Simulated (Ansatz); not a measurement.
## Run report: Te, band-structure calculation

Te (P3₁21, 3 atoms in the cell), computed with DFT PBE+D3(BJ), spin-orbit coupling, plane waves, PAW (Ansatz 0.2.0).

The structure derives from an entry of the Crystallography Open Database.

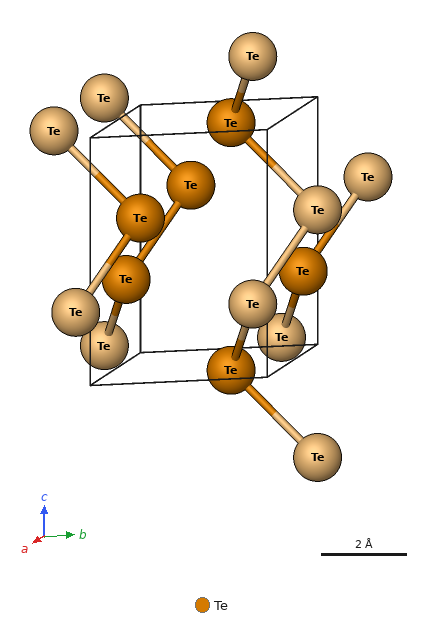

Fig. 1: The input geometry (ball-and-stick view of the cell of the calculation, seen slightly off an axis; neighbours outside the cell are drawn fainter). An atom can appear more than once, as a periodic image. Near neighbours in the periodic cell (some may lie outside the picture): Te has 2 Te at 2.91 Å.

Input file
```yaml
crystal:
  lattice:
    - [4.3186088774, 0.0, 0.0]
    - [-2.1593044387, 3.7400249969, 0.0]
    - [0.0, 0.0, 5.9657427861]
  atoms:
    - { symbol: Te, position: [0.2847388753, 0.0, 0.3333333333] }
    - { symbol: Te, position: [0.0, 0.2847388753, 0.6666666667] }
    - { symbol: Te, position: [0.7152611247, 0.7152611247, 0.0] }
basis:
  ecutwfc: 420
kpoints:
  mp_grid: { grid: [12, 12, 8] }
  band_path:
    path:
      - [[0.0, 0.0, 0.0], [0.5, 0.0, 0.0], [0.33333333, 0.33333333, 0.0], [0.0, 0.0, 0.0], [0.0, 0.0, 0.5], [0.5, 0.0, 0.5], [0.33333333, 0.33333333, 0.5], [0.0, 0.0, 0.5]]
      - [[0.5, 0.0, 0.5], [0.5, 0.0, 0.0]]
      - [[0.33333333, 0.33333333, 0.5], [0.33333333, 0.33333333, 0.0]]
    npoints: 10
hamiltonian:
  xc: pbe
  dispersion: d3bj
scf:
  occupations: { method: gaussian, width: 0.1 }
output:
  forces: true
  stress: true
  eigenvalues: true
  populations: true
  dos: { projected: true, de: 0.02 }
  bader: false
  write_density: true
  write_potential: true
  elf: true
  volumetric_format: npy
magnetization:
  noncollinear: true
  spin_orbit: true
```

Launched with:
```bash
ansatz run input.yaml --threads 1 --pin off --max-ram 2560MiB --backend cpu --events-out ev --progress --plain --runs-dir out
```

Log
```
Engine: ansatz 0.2.0, aarch64-unknown-linux-gnu
Pseudopotentials: kind: paw_fr
Pseudopotential: Te, paw_fr, valence charge 16, recommended cutoff 420 eV (normal), Te.paw.azcp#standard-fr
Functional definition: PBE
  parameter kappa = 0.804
  parameter beta = 0.06672455060314922
  exchange = pbe_x(kappa = kappa, mu = beta*pi^2/3)
  correlation = pbe_c(beta = beta)
non-collinear run that drives no moment, with spin-orbit: no starting moment large enough to seed its density (crystal.atoms[].spin), no starting occupations that ask for one, no magnetisation constraint and no magnetic field, so the semilocal B_xc is pinned to zero
Crystal: 3 atoms, lattice volume = 96.357 Å³
Basis set: ecut = 420 eV, 1897 PW (Γ), exchange–correlation on 60×60×80 points (8 copies of the dense FFT grid, shifted against one another)
Bands: 58, of which v1, the nominal top of the filled ones, is band 48 counted from 1 (47 counted from 0)
Symmetry: 6 space group operations + 6 with time reversal
Magnetic group: BNS 152.34 (UNI 1264), of the structure as read, at distance tolerance 4.6e-5 Å
k-points: 131 of 1152 (time reversal used)
Projection manifold: j_resolved (fully-relativistic pseudo-atomic orbitals)
Non-local potential: Te, projectors of the file, l = 0: 2, l = 1: 4, l = 2: 4, l = 3: 4
PAW form: soft (Blöchl's): semilocal exchange-correlation on the pseudo side does not see the compensation charge
PAW one-centre angular grid: Te, 590 points (default); XC on 64 Gauss nodes
Initial density: superposition of atomic densities (chi_scale 0.1, normalization cell)
Initial wavefunctions: pseudopotential atomic-orbital guess
Functional: x = pbe(κ = 0.804, μ = 0.2195149727645171), c = pbe(β = 0.06672455060314922)
SCF iter   1: F=—  HF=-20949.367846 eV  |F-HF|=—  |Δ(HF+E_count)|=         —  Δρ=1.38e-2  dr2=1.33e-1  dr2_m=0.00e0 (ungated)  ethr=3.10e-3  |M|=0.00e0 ∫|m|=0.00e0 μB  |m|>n=0.0e0 m-floor=0.0e0 τ_xc=0.0e0  β_m=0.30  ⟨swp⟩=12.8  Hψ=41733  notcnv=0
preconditioner: auto → Resta (q_TF=auto, 2.429 Å⁻¹)  ε∞=4.4  [insulator: Δε(μ)=0.128 eV  Ē_g=8.718 eV  σ=0.100 eV  W_gap=0.62  n_scr=22 (ndim 8)  ℏωp=16.0 eV  f_vac=0.003  D(μ)=0.05/eV (n_scr^D=0)  ε∞_Penn≈4.4]
spin=Noncollinear: Resta preconditioning applied to the charge; magnetization (m_x, m_y, m_z) channels mix plain (no charge-response kernel on spin).
SCF iter   2: F=—  HF=-20949.364128 eV  |F-HF|=—  |Δ(HF+E_count)|=   3.72e-3  Δρ=1.04e-2  dr2=7.42e-2  dr2_m=0.00e0 (ungated)  ethr=2.78e-4  |M|=0.00e0 ∫|m|=0.00e0 μB  |m|>n=0.0e0 m-floor=0.0e0 τ_xc=0.0e0  β_m=0.65  ⟨swp⟩=1.1  Hψ=8847  notcnv=0  defer=2
SCF iter   3: F=—  HF=-20949.362897 eV  |F-HF|=—  |Δ(HF+E_count)|=   1.23e-3  Δρ=1.06e-3  dr2=1.17e-3  dr2_m=0.00e0 (ungated)  ethr=1.55e-4  |M|=0.00e0 ∫|m|=0.00e0 μB  |m|>n=0.0e0 m-floor=0.0e0 τ_xc=0.0e0  β_m=0.65  ⟨swp⟩=2.0  Hψ=9548  notcnv=0  defer=2
SCF iter   4: F=—  HF=-20949.363111 eV  |F-HF|=—  |Δ(HF+E_count)|=   2.14e-4  Δρ=4.15e-4  dr2=2.23e-4  dr2_m=0.00e0 (ungated)  ethr=2.44e-6  |M|=0.00e0 ∫|m|=0.00e0 μB  |m|>n=0.0e0 m-floor=0.0e0 τ_xc=0.0e0  β_m=0.82  ⟨swp⟩=3.0  Hψ=13698  notcnv=0  defer=2
SCF iter   5: F=—  HF=-20949.363252 eV  |F-HF|=—  |Δ(HF+E_count)|=   1.41e-4  Δρ=1.10e-4  dr2=1.83e-5  dr2_m=0.00e0 (ungated)  ethr=4.65e-7  |M|=0.00e0 ∫|m|=0.00e0 μB  |m|>n=0.0e0 m-floor=0.0e0 τ_xc=0.0e0  β_m=0.91  ⟨swp⟩=2.0  Hψ=9543  notcnv=0  defer=2
SCF iter   6: F=—  HF=-20949.363239 eV  |F-HF|=—  |Δ(HF+E_count)|=   1.34e-5  Δρ=2.18e-5  dr2=4.07e-7  dr2_m=0.00e0 (ungated)  ethr=3.82e-8  |M|=0.00e0 ∫|m|=0.00e0 μB  |m|>n=0.0e0 m-floor=0.0e0 τ_xc=0.0e0  β_m=0.96  ⟨swp⟩=2.0  Hψ=9547  notcnv=0  defer=2
SCF iter   7: F=-20949.363240 eV  HF=-20949.363240 eV  |F-HF|=2.09e-8  |Δ(HF+E_count)|=   1.12e-6  Δρ=3.36e-6  dr2=9.16e-9  dr2_m=0.00e0 (ungated)  ethr=2.08e-10  |M|=0.00e0 ∫|m|=0.00e0 μB  |m|>n=0.0e0 m-floor=0.0e0 τ_xc=0.0e0  ⟨swp⟩=16.4  Hψ=55501  notcnv=0
SCF 1 converged in 7 iterations: F = -20949.363240 eV  dr2 = 9.16e-9
  greatest PAW one-centre occupation: 0.998 electrons in one spin orbital (limit 2), on the Te atom at site 2 (counted from 0), in its partial waves of l = 2
```

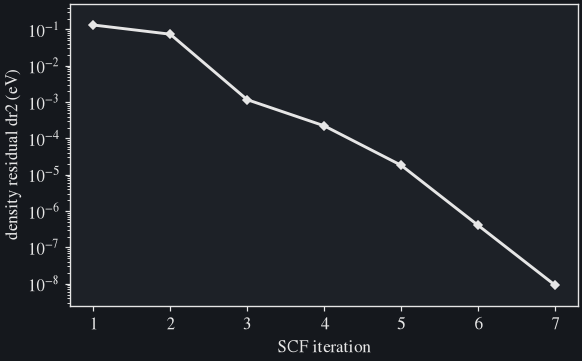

Fig. 2: Convergence of the self-consistent field: density residual dr2 against the SCF iteration. The residual falls at every step.

```
NSCF: frozen V_eff on 93 k-points
SCF converged after 7 iterations
Magnetization: |M| = 0.0000 μB,  M = (+0.0000, +0.0000, +0.0000) μB
Absolute magnetization: 0.0000 μB (∫|m|)
  site 0: m = (+0.0000, +0.0000, +0.0000) μB, |m| = 0.0000 μB  (R = 1.20 Å)
  site 1: m = (+0.0000, +0.0000, +0.0000) μB, |m| = 0.0000 μB  (R = 1.20 Å)
  site 2: m = (+0.0000, +0.0000, +0.0000) μB, |m| = 0.0000 μB  (R = 1.20 Å)
Free energy (F): -20949.363240 eV
Harris-Foulkes:  -20949.363240 eV  (|F-HF|=2.09e-8)
Internal energy: -20949.362990 eV  (E = F + TS)
E sigma→0 (E₀):  -20949.363115 eV
Entropy (-TS):   -0.000250 eV (-0.083 meV/atom)
Fermi energy:    9.725728 eV
--- Per-component energies (eV) ---
  E_band       = -760.523157
  E_kinetic    = 542.133524
  E_local      = -3629.612928  (includes V_loc(G=0)·N_el)
  E_nonlocal   = -929.900540
  E_hartree    = 2353.958422
  E_xc         = -373.440565
  E_vxc        = -312.793953  (∫ρ·V_xc dr)
  E_paw        = -13994.687050  (= ΣΔE_a)
  E_vpaw       = -1138.266290  (= ΣTr[D̂ρ^β])
  E_aug_tail   = -0.000634  (compensation charges beyond the density's cutoff)
  E_ewald      = -4916.443795
  E_disp       = -1.369424  (pairwise vdW)
  E_smearing   = -0.000250  (= −TS)
  E_closure    = 0.000000  (closes the sum)
  Σ components = -20949.363240   (vs F -20949.363240, Δ=0.00e0)
--- Forces (eV/Å), atoms counted from 1 ---
  atom   1  Te     0.02666585     0.00000000     0.00000000
  atom   2  Te    -0.01333293     0.02309330    -0.00000000
  atom   3  Te    -0.01333293    -0.02309330     0.00000000
  max |Σ_I F_I| component: 1.39e-17 eV/Å
--- Stress (GPa, compression-positive) ---
        0.193208      -0.000000       0.000000
       -0.000000       0.193208       0.000000
        0.000000       0.000000       0.510507
  P = ⅓ Tr σ = 0.2990 GPa (2.990 kbar)
--- Band table (eV; the first three rows and the last of 131) ---
  k-point 0: bands = ["-28.6083", "-28.6083", "-28.5989", "-28.5989", "-28.5820", "-28.5820", "-28.4767", "-28.4767", "-28.4749", "-28.4749", "-28.4719", "-28.4719", "-27.1767", "-27.1767", "-27.1647", "-27.1647", "-27.1224", "-27.1224", "-27.0662", "-27.0662", "-27.0628", "-27.0628", "-27.0333", "-27.0333", "-26.9995", "-26.9995", "-26.9928", "-26.9928", "-26.9913", "-26.9913", "-4.2097", "-4.2097", "-0.8398", "-0.8398", "-0.8392", "-0.8392", "6.5486", "6.5486", "6.7626", "6.7626", "7.2485", "7.2485", "7.9017", "7.9017", "7.9989", "7.9989", "8.5623", "8.5623", "10.1537", "10.1537", "10.9589", "10.9589", "11.5143", "11.5143", "14.5615", "14.5615", "14.5647", "14.5647"]
  k-point 1: bands = ["-28.6102", "-28.6055", "-28.6025", "-28.5950", "-28.5840", "-28.5811", "-28.4773", "-28.4760", "-28.4758", "-28.4741", "-28.4722", "-28.4717", "-27.1815", "-27.1715", "-27.1704", "-27.1572", "-27.1253", "-27.1221", "-27.0696", "-27.0669", "-27.0621", "-27.0580", "-27.0355", "-27.0329", "-27.0000", "-26.9981", "-26.9930", "-26.9930", "-26.9923", "-26.9901", "-4.1530", "-4.1527", "-1.5684", "-1.5673", "-0.0839", "-0.0837", "6.3604", "6.4383", "6.6954", "6.9360", "6.9691", "7.4242", "7.7543", "8.0403", "8.1003", "8.1946", "8.5514", "8.6331", "10.0494", "10.0754", "10.8032", "10.8372", "11.3355", "11.3430", "14.1170", "14.1378", "15.1112", "15.1164"]
  k-point 2: bands = ["-28.6112", "-28.6058", "-28.6021", "-28.5912", "-28.5868", "-28.5812", "-28.4776", "-28.4766", "-28.4753", "-28.4733", "-28.4727", "-28.4717", "-27.1844", "-27.1773", "-27.1628", "-27.1494", "-27.1305", "-27.1243", "-27.0720", "-27.0701", "-27.0575", "-27.0528", "-27.0390", "-27.0345", "-26.9997", "-26.9963", "-26.9948", "-26.9927", "-26.9920", "-26.9895", "-3.9832", "-3.9825", "-2.2358", "-2.2344", "0.6373", "0.6384", "6.0122", "6.0156", "6.8092", "6.8601", "6.9483", "7.4218", "7.8296", "8.2113", "8.2441", "8.5360", "8.5978", "8.7553", "9.8558", "9.8930", "10.4651", "10.5426", "10.9158", "10.9391", "13.7267", "13.7430", "15.0668", "15.0959"]
  k-point 130: bands = ["-28.6106", "-28.6106", "-28.5919", "-28.5918", "-28.5850", "-28.5850", "-28.4785", "-28.4785", "-28.4775", "-28.4775", "-28.4664", "-28.4664", "-27.1839", "-27.1839", "-27.1442", "-27.1442", "-27.1346", "-27.1335", "-27.0650", "-27.0650", "-27.0545", "-27.0511", "-27.0447", "-27.0447", "-27.0013", "-27.0013", "-27.0012", "-26.9991", "-26.9821", "-26.9821", "-2.0795", "-2.0795", "-2.0755", "-2.0678", "-0.8517", "-0.8517", "4.1741", "4.1865", "4.1865", "4.2208", "4.2689", "4.2689", "8.6683", "8.6683", "9.4543", "9.4543", "9.6605", "9.7618", "9.7618", "9.8394", "10.4734", "10.5978", "10.7237", "10.7237", "15.7491", "15.7491", "16.0343", "16.0502"]
--- Löwdin populations: 3 sites ---
  site symbol       q [e]
     0     Te     15.9528
     1     Te     15.9528
     2     Te     15.9528
  spilling = 0.002953 (of n_electrons = 48.000000)
```

File populations.tsv
```
# site	symbol	l	j	q
# orbitals = lowdin
# n_electrons = 48.000000
# spilling = 0.002953
0	Te	0_5S	0.5	1.941977
0	Te	1_5P	0.5	1.460862
0	Te	1_5P	1.5	2.550478
0	Te	2_4D	1.5	3.999765
0	Te	2_4D	2.5	5.999669
1	Te	0_5S	0.5	1.941977
1	Te	1_5P	0.5	1.460862
1	Te	1_5P	1.5	2.550478
1	Te	2_4D	1.5	3.999765
1	Te	2_4D	2.5	5.999669
2	Te	0_5S	0.5	1.941977
2	Te	1_5P	0.5	1.460862
2	Te	1_5P	1.5	2.550478
2	Te	2_4D	1.5	3.999765
2	Te	2_4D	2.5	5.999669
```

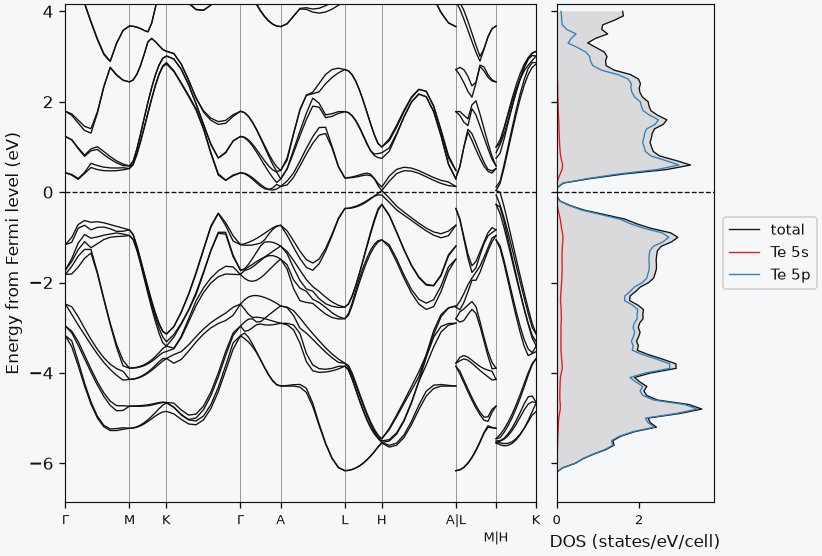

Fig. 3: Band structure along Γ–M–K–Γ–A–L–H–A|L–M|H–K and density of states (projected on Löwdin-orthogonalised atomic shells), with energies from the Fermi level.

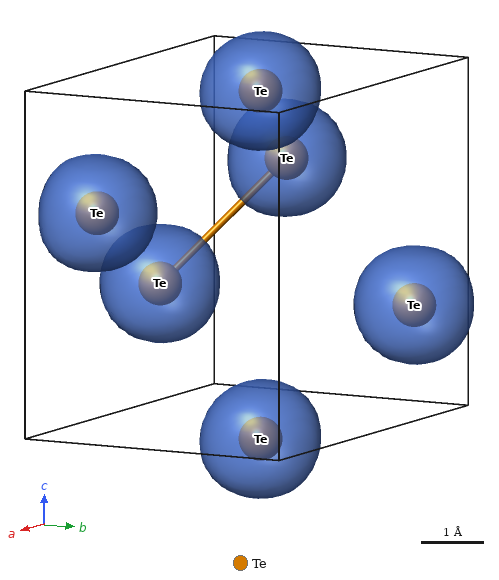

Fig. 4: Isosurface of the valence pseudo-density at 0.6 e/Å³ (blue), seen at an oblique angle. Sticks mark near contacts. The outline is the cell set on symmetry axes. At this value the density breaks into separate islands; it holds about 70 % of the electrons treated as valence. It is pinched off along the Te–Te (2.91 Å) contacts. On the grid the lowest density along these lines, outside the cores, is 0.36 e/Å³ (Te–Te, 2.91 Å). In a PAW calculation such maps are meaningful between the atoms, not at the nuclei.

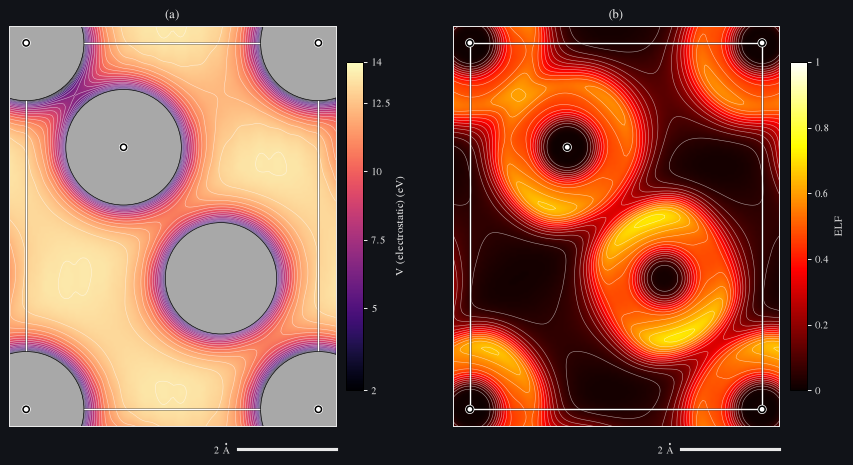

Fig. 5: (a) electrostatic potential energy of an electron; (b) ELF on the (110) plane of the conventional cell. Circles mark the nuclei in the plane (Te). Grey discs, where drawn, cover atomic cores. Atoms in the plane: Te. Te–Te (2.91 Å): the ELF peaks at about 0.60 between the atoms. Outside the cores the potential energy rises away from the atoms and is highest about 2.6 Å from the nearest atoms; outside the discs it spans about 11 eV, and its zero is arbitrary.

Key numbers

| quantity | value |
| --- | --- |
| outcome | converged |
| space group (tolerance 0.01 Å) | P3₁21 (152) |
| electrons treated | 48 |
| free energy | −20949.3632 eV |
| Fermi energy | 9.726 eV |
| gap on the k-point mesh | none (metallic) |
| net moment of the cell | 0.00 μB |
| integrated absolute moment | 0.00 μB |
| pressure | 0.30 GPa |
| largest force (length of the vector) | 0.027 eV/Å |
| hardware | 1 thread of Arm Neoverse V1, 24 GiB of memory available, shared host |
| wall time | 5.4 min |
| peak memory | 1.2 GiB |
